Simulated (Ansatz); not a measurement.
Consider Si16S (slab).

Input

```
crystal:
  lattice:
    - [7.7021644573, 0.0, 0.0]
    - [0.0, 6.3646810416, 0.0]
    - [0.0, 0.0, 19.752543545]
  atoms:
    - { symbol: Si, position: [0.0, 0.9370679285, 0.2025055655] }
    - { symbol: Si, position: [0.5, 0.9370679285, 0.2025055655] }
    - { symbol: Si, position: [0.0, 0.5629320715, 0.2025055655] }
    - { symbol: Si, position: [0.5, 0.5629320715, 0.2025055655] }
    - { symbol: Si, position: [0.25, 0.4370679285, 0.2587875161] }
    - { symbol: Si, position: [0.75, 0.4370679285, 0.2587875161] }
    - { symbol: Si, position: [0.25, 0.0629320715, 0.2587875161] }
    - { symbol: Si, position: [0.75, 0.0629320715, 0.2587875161] }
    - { symbol: Si, position: [0.25, 0.9333044709, 0.3720589478] }
    - { symbol: Si, position: [0.75, 0.9333044709, 0.3720589478] }
    - { symbol: Si, position: [0.25, 0.5666955291, 0.3720589478] }
    - { symbol: Si, position: [0.75, 0.5666955291, 0.3720589478] }
    - { symbol: Si, position: [0.0, 0.4259907579, 0.4177964993] }
    - { symbol: Si, position: [0.5, 0.4259907579, 0.4177964993] }
    - { symbol: Si, position: [0.0, 0.0740092421, 0.4177964993] }
    - { symbol: Si, position: [0.5, 0.0740092421, 0.4177964993] }
    - { symbol: S, position: [0.25, 0.4259907579, 0.473004255], spin: 2.0 }
basis:
  ecutwfc: 420
kpoints:
  mp_grid: { grid: [4, 4, 1] }
hamiltonian:
  xc: pbe
  pseudopotentials: { kind: paw, azcp: { folder: soft_1 } }
scf:
  occupations: { method: gaussian, width: 0.05 }
output:
  forces: true
  eigenvalues: true
  populations: true
  write_density: true
  write_potential: true
  elf: true
  volumetric_format: npy
magnetization:
  spin_polarized: true
relax:
  adjacent_minimum: "off"
  f_tol: 0.025
  max_steps: 16
  constraints:
    - { sites: [0, 1, 2, 3, 4, 5, 6, 7, 8, 9, 10, 11, 12, 13, 14, 15] }
    - { sites: [16], fix: xy }
efield:
  axis: 3
  dipole_correction: true
  ramp_width: 0.04
```

Launched as:

```sh
ansatz run input.yaml --threads 4 --pin off --max-ram 12288MiB --backend cpu --events-out ev --progress --plain --runs-dir out
```

The fields are those of the run's last geometry, not of the input's.

A point of a scan over the structure, not its minimum; not relaxed (largest force 1.2 eV/Å); the SCF solution may not be the lowest one; PAW files of the earlier set (soft_1); the program warned that a starting moment wasn't kept; spin-polarised, but the moments vanished.

All numbers below come from DFT PBE, scalar-relativistic, plane waves, PAW in Ansatz.

**What will maps of the valence pseudo-density and electron localisation function show?**

Si–Si (2.33 Å): ρ is about 0.59 e/Å³ halfway; the ELF peaks at about 0.95 between the atoms.
Si–Si (2.38 Å): ρ at the midpoint is about 0.55 e/Å³; the ELF peaks at about 0.95 between the atoms.

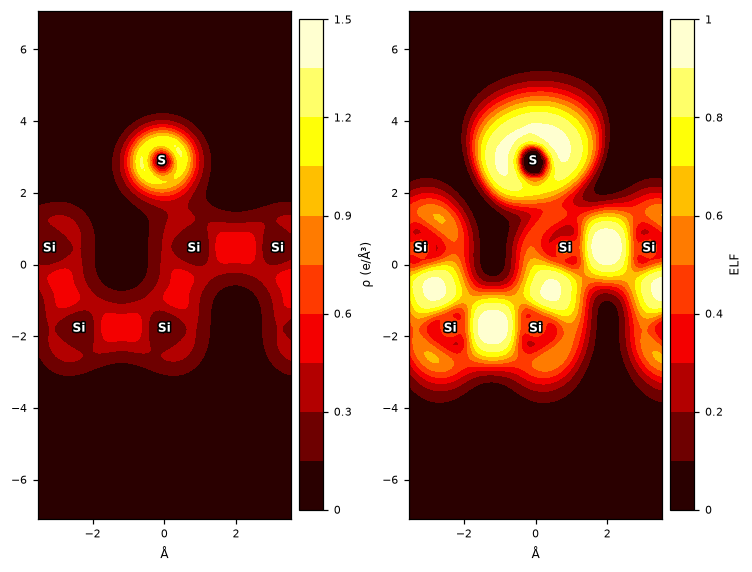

Computed valence pseudo-density and electron localisation function on the (100) plane of the calculation cell, a cut from vacuum to vacuum, in this order. 
